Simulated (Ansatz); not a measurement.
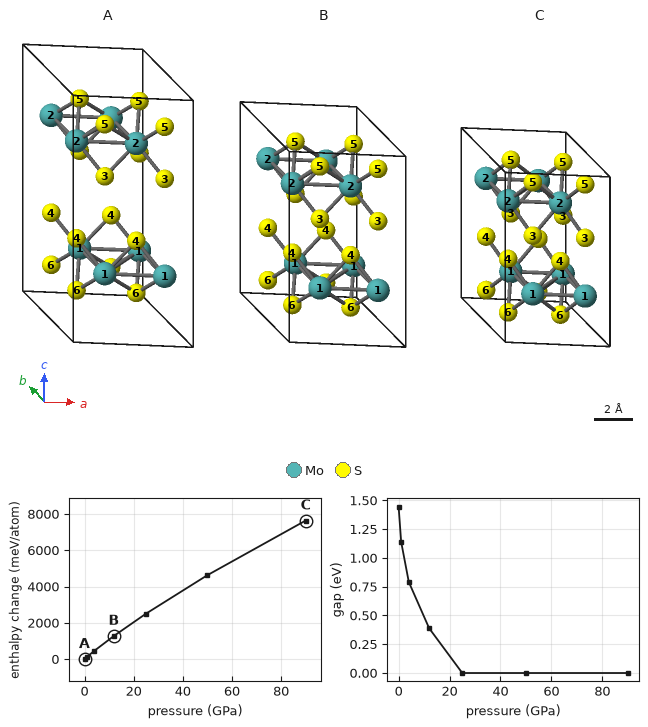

Members of a series of calculations on crystalline MoS2 (set up in P6_3/mmc), marked on the first curve. Style: ball-and-stick. Shown: the cell of the calculation, repeated to show the pattern, from a free direction.

Level of theory: DFT PBE, scalar-relativistic, plane waves, PAW in Ansatz. (plane-wave cutoff 420 eV; occupations gaussian; no spin polarisation) The k-mesh is chosen for each cell (12×12×2, 12×12×4). Smearing widths differ between the runs.

Q: Describe the series.

A: The structure is relaxed at several pressures. A (pressure 0.0 GPa): enthalpy change 0.0 meV/atom, volume 21.68 Å³ per atom, gap 1.45 eV. B (pressure 12.0 GPa): enthalpy change 1283 meV/atom, volume 15.80 Å³ per atom, gap 0.39 eV. C (pressure 90.0 GPa): enthalpy change 7639 meV/atom, volume 11.38 Å³ per atom, gap 0.00 eV. The rest compares A with C. The drawn cell changes as follows: a = b 6.370 → 5.566 Å (−12.6 %), c 14.808 → 10.185 Å (−31.2 %); the volume changes by −47.5 %. Some distances before and after: Mo–Mo 3.185 → 2.783 Å, Mo–S 2.413 → 2.270 Å.

Limits of the set-up: layers or molecules are held without a dispersion correction, so their spacing is unreliable.
